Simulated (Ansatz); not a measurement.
Ca: several calculations on one system

## 1. Relaxation

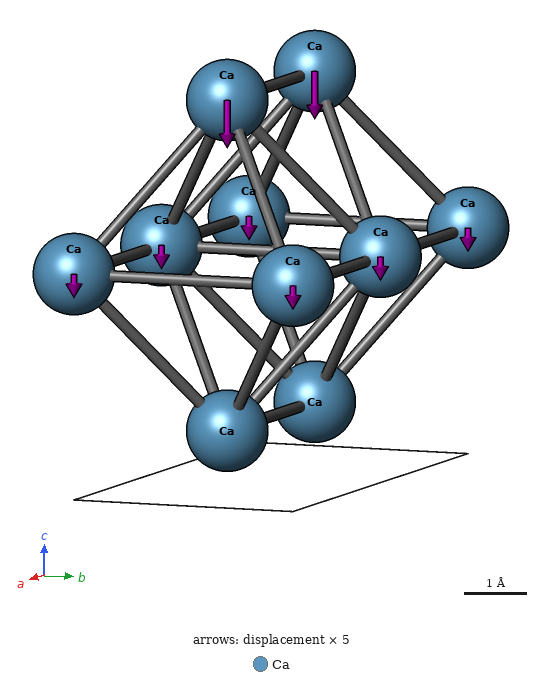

This is a constrained relaxation of a slab of composition Ca (cut from the Fm-3m phase). The starting structure is drawn; purple arrows show the displacements, 5 times their true length.

A ball-and-stick model of the 2 × 1 repeat of the cell, outlined in the plane, without the vacuum, seen slightly off an axis.

Case: clean slab, lower half held. The slab is the (1 0 0) face of Ca. 1 atoms are held fixed.

These are results of Ansatz, DFT PBEsol, scalar-relativistic, plane waves, PAW, not measurements.

Input
```yaml
crystal:
  lattice:
    - [3.8570176995, 0.0, 0.0]
    - [0.0, 3.8570176995, 0.0]
    - [0.0, 0.0, 22.454646741]
  atoms:
    - { symbol: Ca, position: [0.5, 0.5, 0.3785408026] }
    - { symbol: Ca, position: [0.0, 0.0, 0.5] }
    - { symbol: Ca, position: [0.5, 0.5, 0.6214591974] }
basis:
  ecutwfc: 420
kpoints:
  mp_grid: { grid: [8, 8, 1] }
hamiltonian:
  xc: pbesol
scf:
  occupations: { method: gaussian, width: 0.1 }
output:
  forces: true
  eigenvalues: true
relax:
  adjacent_minimum: "off"
  f_tol: 0.03
  max_steps: 70
  constraints: [{ sites: [0] }]
efield:
  axis: 3
  dipole_correction: true
```

What happened in the run?

The largest move is that of Ca3, 0.16 Å along the normal (−c). The cell doesn't change. Near-neighbour distances that change, for instance: Ca1–Ca2 3.857 → 3.800 Å. Over 2 geometry steps the energy falls by 6.2 meV per cell of the calculation. Largest force component: 0.078 eV/Å at the start, 0.0019 eV/Å at the end.

## 2. A change

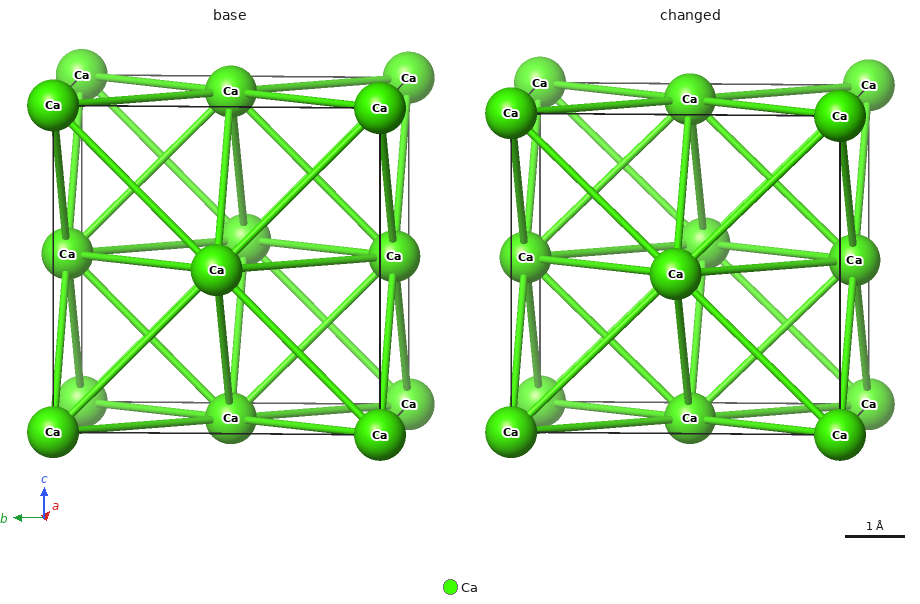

Left: a symmetric starting cell of Ca. Right: the same structure after one change, at the same scale. The picture is a ball-and-stick view of the conventional cell (4 times the calculation's cell), seen from a free direction. Lengths and directions refer to the drawn axes.

Level of theory: DFT PBEsol, scalar-relativistic, plane waves, PAW (Ansatz 0.2.0). (plane-wave cutoff 420 eV; k-point mesh 12 × 12 × 12; occupations gaussian; smearing width 0.1 eV; no spin polarisation)

### Which change leads from the left to the right?

The cell is strained by −2.4 % along c and +0.6 % across it (volume −1.2 %), the atoms keeping their fractional coordinates. No relaxation follows. The starting cell wasn't computed here and needn't be at equilibrium, so pressure and forces aren't due to the change alone.

### How do the computed properties respond?

The pressure is −1.0 GPa (not all of it need come from the change, since the unchanged cell can be under pressure at this level too). All forces vanish by symmetry. Some distances before and after: Ca–Ca 3.952 → 3.916 to 3.975 Å. The space group (tolerance 0.01 Å) goes from Fm-3m (No. 225) to I4/mmm (No. 139).

## 3. A change

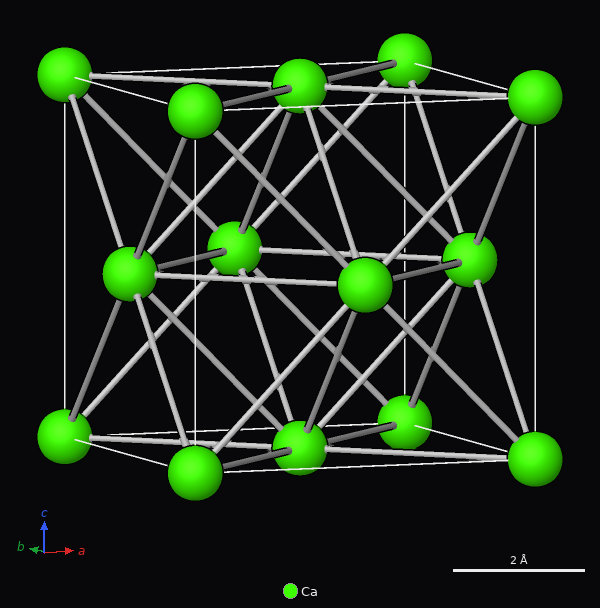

Reference structure: a symmetric starting cell of Ca. Style: ball-and-stick. Shown: the conventional cell (4 times the calculation's cell), slightly off an axis. Lengths and directions refer to the drawn axes.

Computed with Ansatz, DFT LDA, scalar-relativistic, plane waves, PAW. Settings: plane-wave cutoff 420 eV; k-point mesh 14 × 14 × 14; occupations gaussian; smearing width 0.1 eV; no spin polarisation.

Now this is done to it. All lengths are scaled by −1.9 % (volume −5.7 %), the atoms keeping their fractional coordinates. No relaxation follows. The starting cell wasn't computed here and needn't be at equilibrium, so pressure and forces aren't due to the change alone.

**What does the calculation give for the changed structure?**

The pressure is −1.4 GPa (not all of it need come from the change, since the unchanged cell can be under pressure at this level too). All forces vanish by symmetry. Some distances before and after: Ca–Ca 3.952 → 3.876 Å. The space group stays Fm-3m (No. 225).

Drawn alike, the variant:

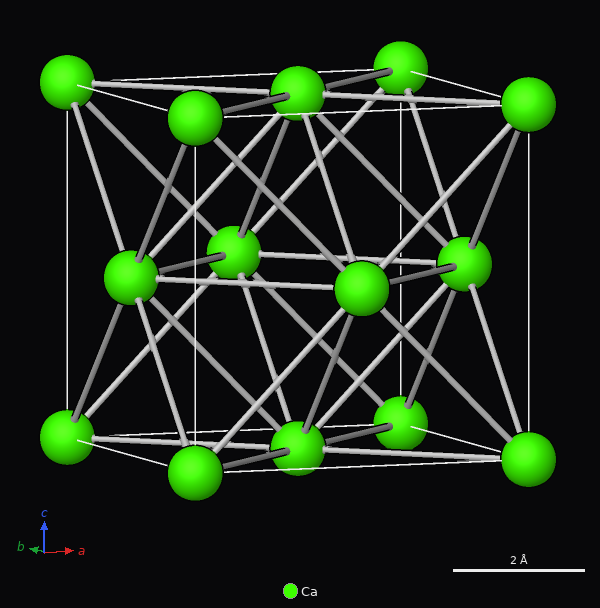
